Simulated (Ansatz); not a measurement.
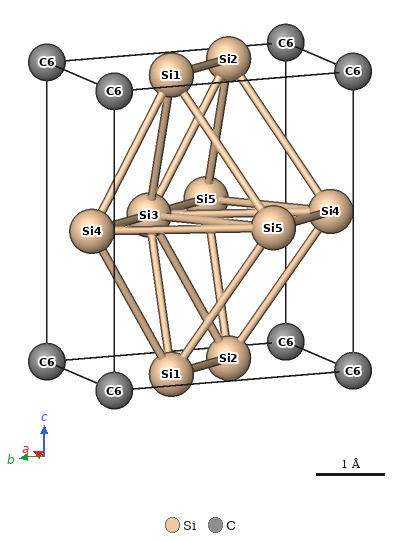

Figure 1. The structure as given in the input (ball-and-stick view of the cell of the calculation, seen at an oblique angle; atoms are numbered from 1 in the order of the input). An atom can appear more than once, as a periodic image.

# Two runs on Si5C

System: Si5C (P-62m, 6 atoms in the cell).
Method of the first run: DFT PBE, scalar-relativistic, plane waves, PAW, spin-polarised (Ansatz 0.2.0).

The structure was made by a generator, so it may or may not be a known phase. Text and figures count atoms from 1; the logs count them from 0 in places.

### Input file, the first run
```yaml
crystal:
  lattice:
    - [4.78816763, 0.0, 0.0]
    - [-2.39408381, 4.1466748, 0.0]
    - [0.0, 0.0, 4.47214259]
  atoms:
    - { symbol: Si, position: [0.33333333, 0.66666667, 0.0] }
    - { symbol: Si, position: [0.66666667, 0.33333333, 0.0] }
    - { symbol: Si, position: [0.66666667, 0.66666667, 0.5] }
    - { symbol: Si, position: [0.33333333, 0.0, 0.5] }
    - { symbol: Si, position: [0.0, 0.33333333, 0.5] }
    - { symbol: C, position: [0.0, 0.0, 0.0], spin: 1.0 }
basis:
  ecutwfc: 420
kpoints:
  mp_grid: { grid: [6, 6, 4] }
hamiltonian:
  xc: pbe
scf:
  occupations: { method: gaussian, width: 0.1 }
  lower_state_search: "off"
output:
  forces: true
  stress: true
  eigenvalues: true
  populations: true
magnetization:
  spin_polarized: true
```

Launched with:
```bash
ansatz run input.yaml --threads 1 --pin off --max-ram 2560MiB --backend cpu --events-out ev --progress --plain --runs-dir out
```

Hardware: 1 thread of Intel Xeon @ 2.50GHz (Skylake/Cascade Lake), 189 GiB of memory available, shared host.

### Output, shortened to warnings, some set-up lines, iterations and results (the first run)
```
WARN: the starting moments were not kept: the SCF closed with an absolute magnetisation of 2.7e-5 μB, where they sum to 1 μB in size (1 site). That is at most 0.1 of that sum. Measured as dr2_m measures the in/out step, that magnetisation stands 8.9e-11 eV from none, at or under the dr2_threshold of 1.0e-7 eV: it is no larger than a step whose dr2_m would equal this threshold. The system may hold …
Basis set: ecut = 420 eV, 1707 PW (Γ), exchange–correlation on 72×72×60 points (8 copies of the dense FFT grid, shifted against one another)
Symmetry: 12 space group operations
k-points: 21 of 144 (time reversal used)
Initial density: superposition of atomic densities (chi_scale 0.1, normalization cell, long waves kept (reshape's long-wave potential 0.03 eV rms))
[...]
SCF iter   1: F=—  HF=-3422.981635 eV  |F-HF|=—  |Δ(HF+E_count)|=         —  Δρ=1.70e-2 (↑1.70e-2 ↓1.11e-2)  dr2=5.65e-1  dr2_m=6.63e-2  M=0.540 μB ∫|m|=0.578 μB  β_m=0.30  …
SCF iter   2: F=—  HF=-3422.951296 eV  |F-HF|=—  |Δ(HF+E_count)|=   3.03e-2  Δρ=1.16e-2 (↑1.16e-2 ↓9.60e-3)  dr2=2.55e-1  dr2_m=3.99e-2  M=0.534 μB ∫|m|=0.561 μB  β_m=0.30  …
SCF iter   3: F=—  HF=-3422.917116 eV  |F-HF|=—  |Δ(HF+E_count)|=   3.42e-2  Δρ=7.26e-3 (↑5.76e-3 ↓7.26e-3)  dr2=4.76e-2  dr2_m=2.51e-2  M=0.520 μB ∫|m|=0.539 μB  β_m=0.30  …
SCF iter   4: F=—  HF=-3422.918860 eV  |F-HF|=—  |Δ(HF+E_count)|=   1.74e-3  Δρ=5.20e-3 (↑5.20e-3 ↓4.69e-3)  dr2=1.34e-3  dr2_m=1.97e-2  M=0.487 μB ∫|m|=0.500 μB  β_m=0.30  …
SCF iter   5: F=—  HF=-3422.928779 eV  |F-HF|=—  |Δ(HF+E_count)|=   9.92e-3  Δρ=4.29e-3 (↑4.29e-3 ↓4.18e-3)  dr2=6.25e-4  dr2_m=1.45e-2  M=0.462 μB ∫|m|=0.471 μB  β_m=0.30  …
[... 9 lines ...]
SCF iter  15: F=—  HF=-3422.961006 eV  |F-HF|=—  |Δ(HF+E_count)|=   6.48e-6  Δρ=1.32e-5 (↑1.18e-5 ↓1.32e-5)  dr2=2.84e-8  dr2_m=1.22e-7  M=-0.001 μB ∫|m|=0.001 μB  β_m=0.97  …
SCF iter  16: F=-3422.961007 eV  HF=-3422.961007 eV  |F-HF|=1.38e-8  |Δ(HF+E_count)|=   2.97e-7  Δρ=4.29e-6 (↑4.29e-6 ↓4.12e-6)  dr2=6.14e-9  dr2_m=1.39e-8  M=-0.001 μB …
SCF iter  17: F=-3422.961007 eV  HF=-3422.961007 eV  |F-HF|=8.27e-10  |Δ(HF+E_count)|=   4.56e-8  Δρ=1.01e-6 (↑9.43e-7 ↓1.01e-6)  dr2=1.21e-10  dr2_m=7.55e-10  M=-0.000 μB …
SCF iter  18: F=-3422.961007 eV  HF=-3422.961007 eV  |F-HF|=6.37e-12  |Δ(HF+E_count)|=   2.88e-9  Δρ=1.85e-7 (↑1.25e-7 ↓1.85e-7)  dr2=3.84e-11  dr2_m=1.60e-11  M=-0.000 μB …
SCF 1 converged in 18 iterations: F = -3422.961007 eV  dr2 = 3.84e-11
SCF converged after 18 iterations
Magnetization: -0.0000 μB (12.0000 up, 12.0000 down)
Absolute magnetization: 0.0000 μB (∫|ρ↑−ρ↓|, with the PAW one-centre terms)
Spin contamination: 0.0000 ħ² per cell (⟨S²⟩ above its minimum at these occupations)
Per-site moments (μB) at R_I (Å): [(-2.208131579495282e-6, 1.1332426263173205), (-2.20813157950631e-6, 1.1332426263173205), (-1.6294079759798043e-6, 1.133242620579956), (-1.629407975986299e-6, 1.133242620579956), (-1.6294079759899994e-6, 1.133242620579956), (-1.1997987626628238e-5, …
Free energy (F): -3422.961007 eV
Harris-Foulkes:  -3422.961007 eV  (|F-HF|=6.37e-12)
Internal energy: -3422.934518 eV  (E = F + TS)
E sigma→0 (E₀):  -3422.947762 eV
Entropy (-TS):   -0.026489 eV (-4.415 meV/atom)
Fermi energy:    9.064350 eV
--- Per-component energies (eV) ---
  E_band       = 87.319444
  E_kinetic    = 270.595100
  E_local      = -77.156775  (includes V_loc(G=0)·N_el)
  E_nonlocal   = 153.662548
  E_hartree    = 21.099494
  E_xc         = -320.944895
  E_vxc        = -289.079245  (∫ρ·V_xc dr)
  E_paw        = -2657.115478  (= ΣΔE_a)
  E_vpaw       = -12.901236  (= ΣTr[D̂ρ^β])
  E_aug_tail   = 0.000040  (compensation charges beyond the density's cutoff)
  E_ewald      = -813.074552
  E_smearing   = -0.026489  (= −TS)
  E_closure    = -0.000000  (closes the sum)
  Σ components = -3422.961007   (vs F -3422.961007, Δ=0.00e0)
--- Forces (eV/Å), atoms counted from 1 ---
  atom   1  Si     0.00000000    -0.00000000    -0.00000000
  atom   2  Si    -0.00000000    -0.00000000    -0.00000000
  atom   3  Si     0.22026863     0.38151647     0.00000000
  atom   4  Si    -0.44053727     0.00000000     0.00000000
  atom   5  Si     0.22026863    -0.38151647     0.00000000
  atom   6  C      0.00000000    -0.00000000     0.00000000
  max |Σ_I F_I| component: 1.20e-16 eV/Å
--- Stress (GPa, compression-positive) ---
      -11.699946      -0.000000       0.000000
        0.000000     -11.699946      -0.000000
        0.000000      -0.000000      -8.781494
  P = ⅓ Tr σ = -10.7271 GPa (-107.271 kbar)
--- Löwdin populations: 6 sites ---
  site symbol       q [e]    m [muB]
     0     Si      3.8147    -0.0000
     1     Si      3.8147    -0.0000
     2     Si      3.7981    -0.0000
     3     Si      3.7981    -0.0000
     4     Si      3.7981    -0.0000
     5      C      4.5291    -0.0000
  spilling = 0.018639 (of n_electrons = 24.000000)
```

For the second run the input was changed thus:
```diff
-    - [4.78816763, 0.0, 0.0]
-    - [-2.39408381, 4.1466748, 0.0]
-    - [0.0, 0.0, 4.47214259]
+    - [4.529042336, 0.0, 0.0]
+    - [-2.264521168, 3.9222657178, 0.0]
+    - [0.0, 0.0, 4.33049956]
-    - { symbol: Si, position: [0.33333333, 0.66666667, 0.0] }
-    - { symbol: Si, position: [0.66666667, 0.33333333, 0.0] }
-    - { symbol: Si, position: [0.66666667, 0.66666667, 0.5] }
-    - { symbol: Si, position: [0.33333333, 0.0, 0.5] }
-    - { symbol: Si, position: [0.0, 0.33333333, 0.5] }
+    - { symbol: Si, position: [0.3333333333, 0.6666666667, 0.0] }
+    - { symbol: Si, position: [0.6666666667, 0.3333333333, 0.0] }
+    - { symbol: Si, position: [0.6765835668, 0.6765835668, 0.5] }
+    - { symbol: Si, position: [0.3234164332, 0.0, 0.5] }
+    - { symbol: Si, position: [0.0, 0.3234164332, 0.5] }
```

What does this change do to the results?

With the same functional and potentials, the second run lies 87.9 meV per atom lower. The pressure goes from −10.73 to −0.01 GPa. The largest force goes from 0.441 to 0.020 eV/Å. The volume per atom goes from 14.80 to 12.82 Å³. The SCF takes 15 iterations against 18. The plane waves at Γ go from 1707 to 1509.

### Output, shortened to warnings, some set-up lines, iterations and results (the second run)
```
WARN: the starting moments were not kept: the SCF closed with an absolute magnetisation of 8.2e-6 μB, where they sum to 1 μB in size (1 site). That is at most 0.1 of that sum. Measured as dr2_m measures the in/out step, that magnetisation stands 8.8e-12 eV from none, at or under the dr2_threshold of 1.0e-7 eV: it is no larger than a step whose dr2_m would equal this threshold. The system may hold …
Basis set: ecut = 420 eV, 1509 PW (Γ), exchange–correlation on 64×64×60 points (8 copies of the dense FFT grid, shifted against one another)
Symmetry: 12 space group operations
k-points: 21 of 144 (time reversal used)
Initial density: superposition of atomic densities (chi_scale 0.1, normalization cell, long waves kept (reshape's long-wave potential 0.02 eV rms))
[...]
SCF iter   1: F=—  HF=-3423.460396 eV  |F-HF|=—  |Δ(HF+E_count)|=         —  Δρ=2.03e-2 (↑2.03e-2 ↓1.48e-2)  dr2=5.84e-1  dr2_m=1.04e-1  M=0.344 μB ∫|m|=0.443 μB  β_m=0.30  …
SCF iter   2: F=—  HF=-3423.449081 eV  |F-HF|=—  |Δ(HF+E_count)|=   1.13e-2  Δρ=1.49e-2 (↑1.49e-2 ↓1.29e-2)  dr2=2.90e-1  dr2_m=7.11e-2  M=0.260 μB ∫|m|=0.385 μB  β_m=0.30  …
SCF iter   3: F=—  HF=-3423.417664 eV  |F-HF|=—  |Δ(HF+E_count)|=   3.14e-2  Δρ=1.01e-2 (↑7.90e-3 ↓1.01e-2)  dr2=3.61e-2  dr2_m=4.96e-2  M=0.187 μB ∫|m|=0.334 μB  β_m=0.30  …
SCF iter   4: F=—  HF=-3423.433381 eV  |F-HF|=—  |Δ(HF+E_count)|=   1.57e-2  Δρ=7.19e-3 (↑7.19e-3 ↓7.14e-3)  dr2=9.26e-4  dr2_m=3.61e-2  M=0.140 μB ∫|m|=0.282 μB  β_m=0.30  …
SCF iter   5: F=—  HF=-3423.450438 eV  |F-HF|=—  |Δ(HF+E_count)|=   1.71e-2  Δρ=6.01e-3 (↑6.01e-3 ↓6.00e-3)  dr2=4.85e-4  dr2_m=2.54e-2  M=0.108 μB ∫|m|=0.240 μB  β_m=0.30  …
[... 6 lines ...]
SCF iter  12: F=—  HF=-3423.488176 eV  |F-HF|=—  |Δ(HF+E_count)|=   3.19e-6  Δρ=2.82e-5 (↑1.75e-5 ↓2.82e-5)  dr2=2.35e-6  dr2_m=7.25e-8  M=0.000 μB ∫|m|=0.001 μB  β_m=0.72  …
SCF iter  13: F=-3423.488176 eV  HF=-3423.488176 eV  |F-HF|=4.76e-8  |Δ(HF+E_count)|=   2.68e-7  Δρ=6.33e-6 (↑6.12e-6 ↓6.33e-6)  dr2=2.23e-9  dr2_m=2.70e-8  M=0.000 μB …
SCF iter  14: F=-3423.488176 eV  HF=-3423.488176 eV  |F-HF|=2.77e-9  |Δ(HF+E_count)|=   7.09e-8  Δρ=1.62e-6 (↑1.62e-6 ↓1.61e-6)  dr2=4.55e-10  dr2_m=1.79e-9  M=0.000 μB …
SCF iter  15: F=-3423.488176 eV  HF=-3423.488176 eV  |F-HF|=3.96e-11  |Δ(HF+E_count)|=   4.50e-9  Δρ=1.99e-7 (↑1.99e-7 ↓1.67e-7)  dr2=3.37e-12  dr2_m=2.28e-11  M=0.000 μB …
SCF 1 converged in 15 iterations: F = -3423.488176 eV  dr2 = 3.37e-12
SCF converged after 15 iterations
Magnetization: 0.0000 μB (12.0000 up, 12.0000 down)
Absolute magnetization: 0.0000 μB (∫|ρ↑−ρ↓|, with the PAW one-centre terms)
Spin contamination: 0.0000 ħ² per cell (⟨S²⟩ above its minimum at these occupations)
Per-site moments (μB) at R_I (Å): [(1.1281889517607715e-7, 1.0786230723937922), (1.1281889517985678e-7, 1.0786230723937922), (6.16805217833379e-7, 1.046533280522477), (6.1680521788523e-7, 1.0465332805224772), (6.168052178195919e-7, 1.046533280522477), (-2.592083715310675e-6, 1.0783422341658517)]
Free energy (F): -3423.488176 eV
Harris-Foulkes:  -3423.488176 eV  (|F-HF|=3.96e-11)
Internal energy: -3423.480332 eV  (E = F + TS)
E sigma→0 (E₀):  -3423.484254 eV
Entropy (-TS):   -0.007844 eV (-1.307 meV/atom)
Fermi energy:    11.060143 eV
--- Per-component energies (eV) ---
  E_band       = 122.218388
  E_kinetic    = 287.686957
  E_local      = -46.005773  (includes V_loc(G=0)·N_el)
  E_nonlocal   = 154.215352
  E_hartree    = 19.287350
  E_xc         = -327.599215
  E_vxc        = -298.060807  (∫ρ·V_xc dr)
  E_paw        = -2658.461109  (= ΣΔE_a)
  E_vpaw       = -14.192070  (= ΣTr[D̂ρ^β])
  E_aug_tail   = 0.000038  (compensation charges beyond the density's cutoff)
  E_ewald      = -852.603932
  E_smearing   = -0.007844  (= −TS)
  E_closure    = 0.000000  (closes the sum)
  Σ components = -3423.488176   (vs F -3423.488176, Δ=0.00e0)
--- Forces (eV/Å), atoms counted from 1 ---
  atom   1  Si     0.00000000    -0.00000000     0.00000000
  atom   2  Si    -0.00000000     0.00000000     0.00000000
  atom   3  Si     0.01018132     0.01763457     0.00000000
  atom   4  Si    -0.02036265    -0.00000000     0.00000000
  atom   5  Si     0.01018132    -0.01763457     0.00000000
  atom   6  C      0.00000000    -0.00000000     0.00000000
  max |Σ_I F_I| component: 1.79e-16 eV/Å
--- Stress (GPa, compression-positive) ---
       -0.152545       0.000000      -0.000000
        0.000000      -0.152545      -0.000000
       -0.000000      -0.000000       0.262692
  P = ⅓ Tr σ = -0.0141 GPa (-0.141 kbar)
--- Löwdin populations: 6 sites ---
  site symbol       q [e]    m [muB]
     0     Si      3.7859     0.0000
     1     Si      3.7859     0.0000
     2     Si      3.7661     0.0000
     3     Si      3.7661     0.0000
     4     Si      3.7661     0.0000
     5      C      4.5920    -0.0000
  spilling = 0.022407 (of n_electrons = 24.000000)
```

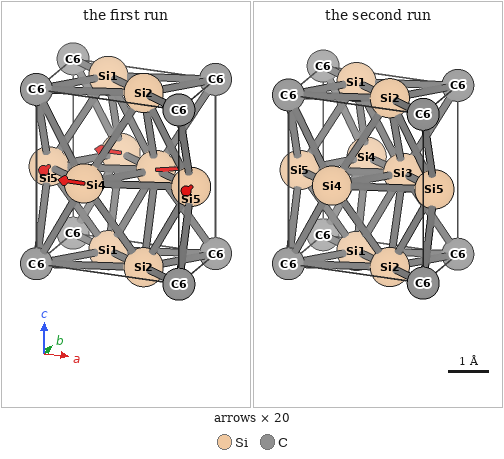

Figure 2. The two input geometries at one scale (ball-and-stick view of the cell of the calculation, seen slightly off an axis). The red arrows on the first give the shifts of the atoms relative to the cell, magnified 20 times. The largest moves relative to the cell, 0.045 Å, are those of Si3, Si4 and Si5. C stays in place. The drawn cell changes as follows: a = b 4.788 → 4.529 Å (−5.4 %), c 4.472 → 4.330 Å (−3.2 %); the volume changes by −13.4 %. Among the contacts that change: Si3–Si4 2.764 → 2.537 Å, Si1–C6 2.764 → 2.615 Å, Si1–Si2 2.764 → 2.615 Å, Si3–C6 2.747 → 2.614 Å.

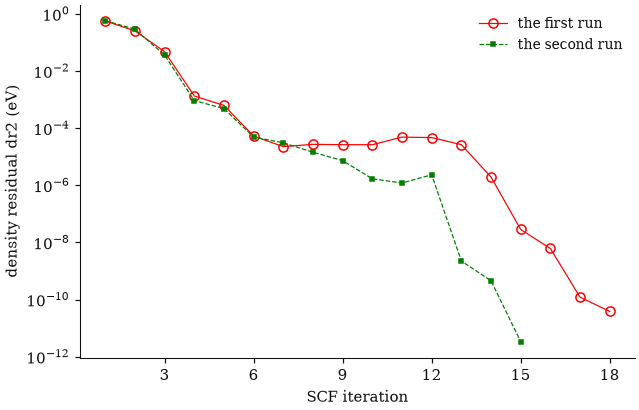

Figure 3. Convergence of the two runs: density residual dr2 against the SCF iteration. The first run takes 18 iterations in all, and the second run takes 15.

### The two runs side by side

| quantity | the first run | the second run |
| --- | --- | --- |
| outcome | converged | converged |
| free energy per atom (eV) | −570.4935 | −570.5814 |
| energy per atom, smearing taken to zero (eV) | −570.4913 | −570.5807 |
| gap on the mesh (eV) | 0.00 | 0.00 |
| net moment of the cell (μB) | 0.00 | 0.00 |
| absolute moment of the cell (μB) | 0.00 | 0.00 |
| pressure (GPa) | −10.73 | −0.01 |
| volume per atom (Å³) | 14.80 | 12.82 |
| largest force (eV/Å) | 0.441 | 0.020 |
| SCF iterations | 18 | 15 |
| irreducible k-points | 21 | 21 |
| plane waves at Γ | 1707 | 1509 |
| wall time (shared host) | 29 s | 23 s |

For both runs: Warnings: some starting moments were not kept. For the first run: The cell is under a tension of 10.7 GPa at this level, so it is not at its equilibrium volume.
